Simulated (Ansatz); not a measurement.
System: a slab cut from Sn (slab content Sn₁₇), space group Fd-3m (No. 227).

Structure:
```yaml
crystal:
  lattice:
    - [0.00000, 3.27080, 3.27080]
    - [3.27080, 0.00000, 3.27080]
    - [3.27080, 3.27080, 0.00000]
  atoms:
    - { symbol: Sn, position: [0.50000, 0.50000, 0.50000] }
    - { symbol: Sn, position: [0.75000, 0.75000, 0.75000] }
```

Input of one of the runs behind the figure:
```
crystal:
  lattice:
    - [6.5415585737, 0.0, 0.0]
    - [-3.2707792869, 7.3136848248, 0.0]
    - [0.0, 0.0, 26.7018957197]
  atoms:
    - { symbol: Sn, position: [0.6, 0.7, 0.2808789338] }
    - { symbol: Sn, position: [0.2, 0.4, 0.3082690671] }
    - { symbol: Sn, position: [0.3, 0.1, 0.3356592003] }
    - { symbol: Sn, position: [0.9, 0.8, 0.3630493336] }
    - { symbol: Sn, position: [0.0, 0.5, 0.3904394669] }
    - { symbol: Sn, position: [0.6, 0.2, 0.4178296002] }
    - { symbol: Sn, position: [0.7, 0.9, 0.4452197334] }
    - { symbol: Sn, position: [0.3, 0.6, 0.4726098667] }
    - { symbol: Sn, position: [0.4, 0.3, 0.5] }
    - { symbol: Sn, position: [0.0, 0.0, 0.5273901333] }
    - { symbol: Sn, position: [0.1, 0.7, 0.5547802666] }
    - { symbol: Sn, position: [0.7, 0.4, 0.5821703998] }
    - { symbol: Sn, position: [0.8, 0.1, 0.6095605331] }
    - { symbol: Sn, position: [0.4, 0.8, 0.6369506664] }
    - { symbol: Sn, position: [0.5, 0.5, 0.6643407997] }
    - { symbol: Sn, position: [0.1, 0.2, 0.6917309329] }
    - { symbol: Sn, position: [0.2, 0.9, 0.7191210662] }
basis:
  ecutwfc: 420
kpoints:
  mp_grid: { grid: [6, 5, 1] }
hamiltonian:
  xc: pbesol
scf:
  occupations: { method: gaussian, width: 0.1 }
output:
  forces: true
  eigenvalues: true
  write_density: true
  write_potential: true
  elf: true
  volumetric_format: npy
relax:
  adjacent_minimum: "off"
  f_tol: 0.02
  max_steps: 60
efield:
  axis: 3
  dipole_correction: true
  ramp_width: 0.04
```

Launched with:
```bash
ansatz run input.yaml --threads 4 --pin off --max-ram 10240MiB --backend cpu --events-out ev --progress --plain --runs-dir out
```

Calculation (Ansatz 0.2.0): spacing and rumpling of the atomic planes of a slab cut from the relaxed bulk cell along the Miller plane (conventional indices), bottom to top, after all atoms relax, plane waves with PAW datasets, Γ-centred k mesh. Level: PBEsol, no spin polarisation.

space group in which the indices count 227; Miller index h 2; Miller index k 1; Miller index l 0; top plane Sn; bottom plane Sn; planes 17; surface cell (1, 1); slab thickness as cut 11.7 Å; vacuum 15 Å; surface area 47.84 Å²; surface a 6.542 Å; surface b 8.012 Å; surface angle 114.1 °; slab atoms 17; wave cutoff 420 eV; k mesh 6×5×1; occupations Gaussian; smearing width 0.1 eV; boundary dipole corrected.

What does the calculation give for the spacing change of each pair of planes? The cases: 1–2; 2–3; 3–4; 4–5; 5–6; 6–7; 7–8; 8–9; 9–10; 10–11; 11–12; 12–13; 13–14; 14–15; 15–16; 16–17.

The least value, −0.639 Å, is that of 2–3, and the largest, 0.347 Å, that of 1–2.

```
pair of planes  spacing change (Å)  spacing to next (Å)
           1–2               0.347                1.078
           2–3              -0.639                0.092
           3–4               0.095                0.826
           4–5              -0.047                0.684
           5–6               0.130                0.861
           6–7               0.033                0.764
           7–8              -0.167                0.565
           8–9               0.112                0.843
          9–10               0.113                0.844
         10–11              -0.168                0.564
         11–12               0.035                0.766
         12–13               0.126                0.857
         13–14              -0.044                0.687
         14–15               0.094                0.826
         15–16              -0.635                0.097
         16–17               0.343                1.074
```

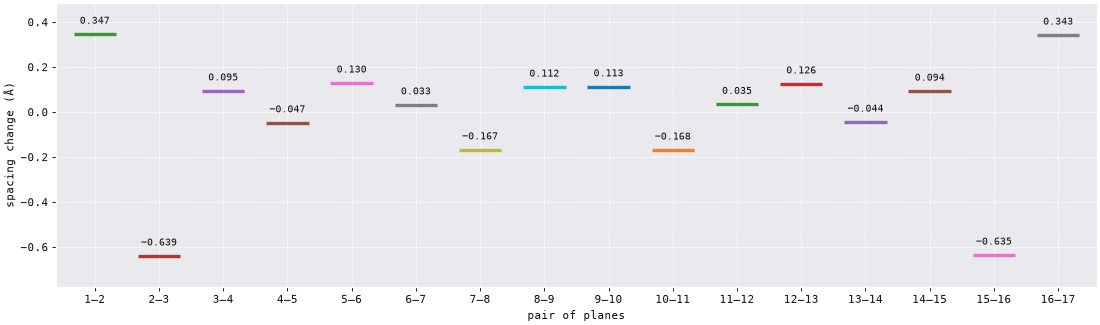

Limits of the calculation: coarse k mesh; k mesh lowers the symmetry; the slab's middle relaxes too; xc potential rough in thin density.
